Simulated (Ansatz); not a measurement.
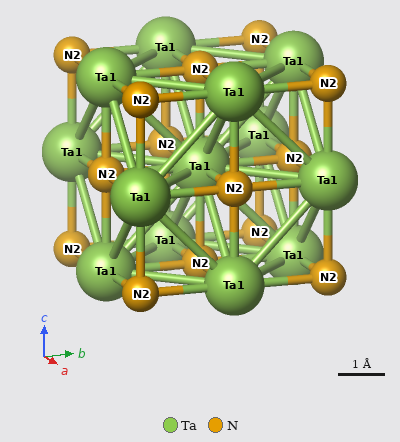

Fig. 1: The structure of run A (ball-and-stick view of the cell 4 times as large as that of the calculation, set on its symmetry axes, seen slightly off an axis; atoms are numbered from 1 in the order of the input). An atom can appear more than once, as a periodic image. Near neighbours in the periodic cell (some may lie outside the picture): Ta has 6 N at 2.18 Å and 12 Ta at 3.08 Å; N has 6 Ta at 2.18 Å.

## What a change does: geometry relaxation on TaN

System: TaN (Fm-3m, 2 atoms in the cell).
Method of run A: DFT PBEsol, scalar-relativistic, plane waves, PAW, no spin polarisation (Ansatz 0.2.0).

The structure derives from an entry of the Crystallography Open Database. Text and figures count atoms from 1; the logs count them from 0 in places.

### Input file, run A
```yaml
crystal:
  lattice:
    - [0.0, 2.179, 2.179]
    - [2.179, 0.0, 2.179]
    - [2.179, 2.179, 0.0]
  atoms:
    - { symbol: Ta, position: [0.5, 0.5, 0.5] }
    - { symbol: "N", position: [0.0, 0.0, 0.0] }
basis:
  ecutwfc: 420
kpoints:
  mp_grid: { grid: [16, 16, 16] }
hamiltonian:
  xc: pbesol
scf:
  occupations: { method: gaussian, width: 0.1 }
output:
  forces: true
  stress: true
  eigenvalues: true
  write_density: true
  write_potential: true
  elf: true
  volumetric_format: npy
relax:
  adjacent_minimum: "off"
  f_tol: 0.005
  max_steps: 80
  cell: { stress_tol: 0.05 }
```

Command:
```bash
ansatz run input.yaml --threads 4 --pin off --max-ram 11264MiB --backend cpu --events-out ev --progress --plain --runs-dir out
```

Hardware: 4 threads of Intel Xeon (Granite Rapids), 32 GiB of memory available, shared host.

### Output, shortened to warnings, some set-up lines, iterations and results (run A)
```
Basis set: ecut = 420 eV, 411 PW (Γ), exchange–correlation on 48×48×48 points (8 copies of the dense FFT grid, shifted against one another)
Symmetry: 48 space group operations
k-points: 145 of 4096
Initial density: superposition of atomic densities (neutral atoms: chi_scale 0, normalization atom), corrected by the library's trained network
[...]
SCF iter   1: F=—  HF=-10187.066633 eV  |F-HF|=—  |Δ(HF+E_count)|=         —  Δρ=1.47e-2  dr2=4.60e-2  ethr=1.77e-3  ⟨swp⟩=5.7  Hψ=22428  notcnv=0  defer=79
SCF iter   2: F=—  HF=-10187.060268 eV  |F-HF|=—  |Δ(HF+E_count)|=   6.37e-3  Δρ=9.68e-3  dr2=2.16e-2  ethr=2.56e-4  ⟨swp⟩=1.0  Hψ=3625  notcnv=0  defer=80
SCF iter   3: F=—  HF=-10187.054993 eV  |F-HF|=—  |Δ(HF+E_count)|=   5.27e-3  Δρ=9.19e-4  dr2=1.20e-4  ethr=1.20e-4  ⟨swp⟩=2.1  Hψ=2680  notcnv=0  defer=82
SCF iter   4: F=—  HF=-10187.054927 eV  |F-HF|=—  |Δ(HF+E_count)|=   6.55e-5  Δρ=1.21e-4  dr2=3.70e-6  ethr=6.66e-7  ⟨swp⟩=2.6  Hψ=3495  notcnv=0  defer=82
SCF iter   5: F=—  HF=-10187.054925 eV  |F-HF|=—  |Δ(HF+E_count)|=   1.95e-6  Δρ=1.44e-5  dr2=1.63e-8  ethr=2.05e-8  ⟨swp⟩=2.7  Hψ=3242  notcnv=0  defer=82
[... 24 lines ...]
SCF iter   6: F=-10187.058456 eV  HF=-10187.058456 eV  |F-HF|=1.82e-12  |Δ(HF+E_count)|=  3.64e-12  Δρ=3.06e-9  dr2=2.35e-15  ethr=1.00e-12  ⟨swp⟩=1.0  Hψ=2465  notcnv=0
SCF iter   7: F=-10187.058456 eV  HF=-10187.058456 eV  |F-HF|=3.64e-12  |Δ(HF+E_count)|=    0.00e0  Δρ=3.45e-10  dr2=1.65e-17  ethr=1.00e-12  ⟨swp⟩=1.0  Hψ=2465  notcnv=0
SCF iter   8: F=-10187.058456 eV  HF=-10187.058456 eV  |F-HF|=3.64e-12  |Δ(HF+E_count)|=  1.82e-12  Δρ=7.34e-11  dr2=4.79e-19  ethr=1.00e-12  ⟨swp⟩=1.8  Hψ=5774  notcnv=0
SCF 4 converged in 8 iterations: F = -10187.058456 eV  dr2 = 4.79e-19
relax step   4: F+E_penalty+E_count = -10187.05845575 eV  Δ(F+E_penalty+E_count) = -8.783e-4 eV  max|allowed force component| = 9.302e-30 eV/Å  Δτ_max = 0.0000 Å  P = +0.034 …
basis re-selected at this cell: Δ(F+E_penalty+E_count) = -8.783e-4 eV, ΔP = +0.067 GPa vs the last step (what re-selecting the basis moved, of the pressure what is left beyond the Pulay correction that the steps carried, after the strain that the cell walked since its last selection, with what the …
SCF converged after 8 iterations
Free energy (F): -10187.058456 eV
Harris-Foulkes:  -10187.058456 eV  (|F-HF|=3.64e-12)
Internal energy: -10187.052835 eV  (E = F + TS)
E sigma→0 (E₀):  -10187.055645 eV
Entropy (-TS):   -0.005621 eV (-2.811 meV/atom)
Fermi energy:    21.876855 eV
--- Per-component energies (eV) ---
  E_band       = -40.866277
  E_kinetic    = 501.630251
  E_local      = -574.545225  (includes V_loc(G=0)·N_el)
  E_nonlocal   = 62.964267
  E_hartree    = 193.318407
  E_xc         = -278.427160
  E_vxc        = -282.382606  (∫ρ·V_xc dr)
  E_paw        = -8395.601560  (= ΣΔE_a)
  E_vpaw       = -135.170018  (= ΣTr[D̂ρ^β])
  E_aug_tail   = 0.000239  (compensation charges beyond the density's cutoff)
  E_ewald      = -1696.633799
  E_core_change = 0.241745  (= ΣΔE_core)
  E_smearing   = -0.005621  (= −TS)
  E_closure    = 0.000000  (closes the sum)
  Σ components = -10187.058456   (vs F -10187.058456, Δ=0.00e0)
--- Forces (eV/Å), atoms counted from 1 ---
  atom   1  Ta     0.00000000    -0.00000000    -0.00000000
  atom   2  N     -0.00000000    -0.00000000     0.00000000
  max |Σ_I F_I| component: 1.72e-29 eV/Å
--- Stress (GPa, compression-positive) ---
        0.033684       0.000000      -0.000000
       -0.000000       0.033684       0.000000
       -0.000000       0.000000       0.033684
  P = ⅓ Tr σ = 0.0337 GPa (0.337 kbar)
--- Relaxed structure (3 steps of the walk, 3 accepted, 1 SCFs on fresh bases) ---
  F+E_penalty+E_count = -10187.05845575 eV   max|allowed force component| = 9.302e-30 eV/Å   (the final SCF, on the basis selected at the relaxed cell)
  cell:  # Å, volume = 20.9450 Å³
    - [7.133520846053826e-34, 2.1878447046861207, 2.1878447046861207]
    - [2.1878447046861207, 5.859677837829929e-34, 2.1878447046861207]
    - [2.1878447046861207, 2.1878447046861207, -1.5286116098686772e-34]
  atoms:
    - { symbol: Ta, position: [0.5, 0.5, 0.5] }
    - { symbol: N, position: [4.315720425287107e-37, -8.056011460488858e-37, -4.603435120297533e-37] }
```

The input of run B differs as follows (lines with − go, lines with + come):
```diff
-  ecutwfc: 420
+  ecutwfc: "22.0 Ry"
+  mixing: { preconditioner: none }
-  write_density: true
-  write_potential: true
-  elf: true
-  volumetric_format: npy
```

How does run B compare with run A?

The free energy of run B is 147.5 meV per atom higher, which comes mainly from the change of cutoff or grids; a solver setting shouldn't move a converged energy. More plane waves can only lower the energy of a fixed Hamiltonian, so the higher cutoff gives the lower value. The SCF takes 41 iterations over all geometry steps against 26.

### Output, shortened to warnings, some set-up lines, iterations and results (run B)
```
Warning: basis.ecutwfc = 299.325248705868 eV is below the records' recommended 420 eV, and the density's cutoff is lower with it unless basis.ecutrho_ratio is high enough to keep the records' density cutoff: compare with a run at a higher cutoff
Basis set: ecut = 299.325248705868 eV, 259 PW (Γ), exchange–correlation on 36×36×36 points (8 copies of the dense FFT grid, shifted against one another)
Symmetry: 48 space group operations
k-points: 145 of 4096
Initial density: superposition of atomic densities (neutral atoms: chi_scale 0, normalization atom), corrected by the library's trained network
[...]
SCF iter   1: F=—  HF=-10186.782279 eV  |F-HF|=—  |Δ(HF+E_count)|=         —  Δρ=2.26e-2  dr2=8.48e-2  ethr=1.77e-3  ⟨swp⟩=5.2  Hψ=21038  notcnv=0  defer=107
SCF iter   2: F=—  HF=-10186.772292 eV  |F-HF|=—  |Δ(HF+E_count)|=   9.99e-3  Δρ=1.44e-2  dr2=4.66e-2  ethr=4.71e-4  ⟨swp⟩=2.4  Hψ=4872  notcnv=0  defer=347
SCF iter   3: F=—  HF=-10186.760936 eV  |F-HF|=—  |Δ(HF+E_count)|=   1.14e-2  Δρ=3.54e-3  dr2=4.39e-4  ethr=2.59e-4  ⟨swp⟩=2.3  Hψ=3308  notcnv=0  defer=347
SCF iter   4: F=—  HF=-10186.761253 eV  |F-HF|=—  |Δ(HF+E_count)|=   3.17e-4  Δρ=5.83e-4  dr2=1.65e-5  ethr=2.44e-6  ⟨swp⟩=2.0  Hψ=2879  notcnv=0  defer=347
SCF iter   5: F=—  HF=-10186.761255 eV  |F-HF|=—  |Δ(HF+E_count)|=   2.22e-6  Δρ=4.35e-5  dr2=9.14e-8  ethr=9.19e-8  ⟨swp⟩=1.6  Hψ=2352  notcnv=0  defer=347
[... 49 lines ...]
SCF iter   3: F=—  HF=-10186.763512 eV  |F-HF|=—  |Δ(HF+E_count)|=   3.49e-9  Δρ=5.63e-6  dr2=1.30e-9  ethr=1.03e-10  ⟨swp⟩=1.4  Hψ=2720  notcnv=0
SCF iter   4: F=—  HF=-10186.763512 eV  |F-HF|=—  |Δ(HF+E_count)|=  2.53e-10  Δρ=7.79e-7  dr2=2.47e-11  ethr=7.21e-12  ⟨swp⟩=2.3  Hψ=3055  notcnv=0
SCF iter   5: F=-10186.763512 eV  HF=-10186.763512 eV  |F-HF|=5.46e-12  |Δ(HF+E_count)|=  9.09e-12  Δρ=1.04e-7  dr2=4.92e-13  ethr=1.00e-12  ⟨swp⟩=5.0  Hψ=7493  notcnv=0
SCF 9 converged in 5 iterations: F = -10186.763512 eV  dr2 = 4.92e-13
relax step   9: F+E_penalty+E_count = -10186.76351151 eV  Δ(F+E_penalty+E_count) = -7.190e-4 eV  max|allowed force component| = 4.497e-29 eV/Å  Δτ_max = 0.0000 Å  P = +0.008 …
basis re-selected at this cell: Δ(F+E_penalty+E_count) = -7.190e-4 eV, ΔP = +0.005 GPa vs the last step (what re-selecting the basis moved, of the pressure what is left beyond the Pulay correction that the steps carried, after the strain that the cell walked since its last selection, with what the …
SCF converged after 5 iterations
Free energy (F): -10186.763512 eV
Harris-Foulkes:  -10186.763512 eV  (|F-HF|=5.46e-12)
Internal energy: -10186.757877 eV  (E = F + TS)
E sigma→0 (E₀):  -10186.760694 eV
Entropy (-TS):   -0.005635 eV (-2.817 meV/atom)
Fermi energy:    21.848364 eV
--- Per-component energies (eV) ---
  E_band       = -41.479688
  E_kinetic    = 502.878266
  E_local      = -574.815151  (includes V_loc(G=0)·N_el)
  E_nonlocal   = 61.253926
  E_hartree    = 193.341057
  E_xc         = -278.868298
  E_vxc        = -282.956906  (∫ρ·V_xc dr)
  E_paw        = -8394.985725  (= ΣΔE_a)
  E_vpaw       = -134.523309  (= ΣTr[D̂ρ^β])
  E_aug_tail   = 0.001372  (compensation charges beyond the density's cutoff)
  E_ewald      = -1695.805068
  E_core_change = 0.241745  (= ΣΔE_core)
  E_smearing   = -0.005635  (= −TS)
  E_closure    = 0.000000  (closes the sum)
  Σ components = -10186.763512   (vs F -10186.763512, Δ=0.00e0)
--- Forces (eV/Å), atoms counted from 1 ---
  atom   1  Ta     0.00000000    -0.00000000     0.00000000
  atom   2  N     -0.00000000     0.00000000     0.00000000
  max |Σ_I F_I| component: 6.99e-29 eV/Å
--- Stress (GPa, compression-positive) ---
        0.007561      -0.000000      -0.000000
       -0.000000       0.007561      -0.000000
       -0.000000      -0.000000       0.007561
  P = ⅓ Tr σ = 0.0076 GPa (0.076 kbar)
--- Relaxed structure (6 steps of the walk, 6 accepted, 3 SCFs on fresh bases) ---
  F+E_penalty+E_count = -10186.76351151 eV   max|allowed force component| = 4.497e-29 eV/Å   (the final SCF, on the basis selected at the relaxed cell)
  cell:  # Å, volume = 20.9757 Å³
    - [-2.7005471774346627e-33, 2.1889138934499583, 2.1889138934499583]
    - [2.1889138934499583, -9.9359754641464e-34, 2.1889138934499583]
    - [2.1889138934499583, 2.1889138934499583, -3.668667863684825e-33]
  atoms:
    - { symbol: Ta, position: [0.49999999999999994, 0.49999999999999994, 0.49999999999999994] }
    - { symbol: N, position: [7.768296765610967e-37, -6.617437985555654e-37, -7.768296765612014e-37] }
```

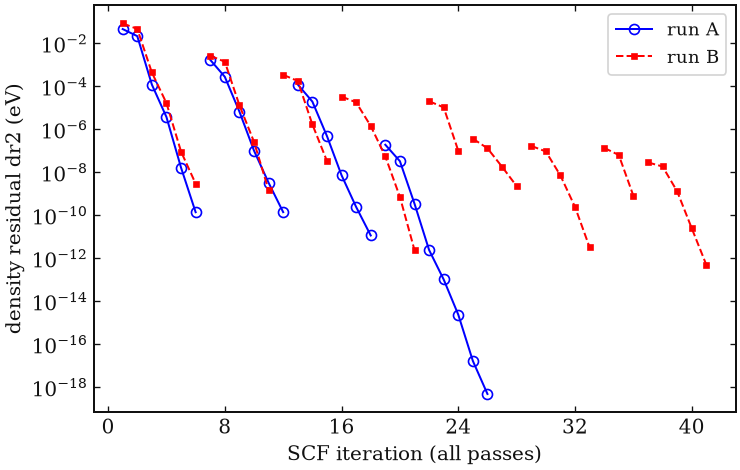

Fig. 2: Convergence of the two runs: density residual dr2 against the SCF iteration. A break in a curve parts two SCF passes. Run A takes 26 iterations in all, and run B takes 41.

### The two runs side by side

```csv
quantity,run A,run B
outcome,converged,converged
free energy per atom (eV),−5093.5292,−5093.3818
"energy per atom, smearing taken to zero (eV)",−5093.5278,−5093.3803
gap on the mesh (eV),0.00,0.00
pressure (GPa),0.03,0.01
volume per atom (Å³),10.47,10.49
largest force (eV/Å),0.000,0.000
SCF iterations,26,41
irreducible k-points,145,145
wall time (shared host),2 s,2.5 s
```

For both runs: Spin–orbit coupling is left out, which matters for Ta. For run B: These settings are looser than, or depart from, a standard set-up, so the numbers are not reference values for this system. Warnings: the cutoff is below the recommended one.
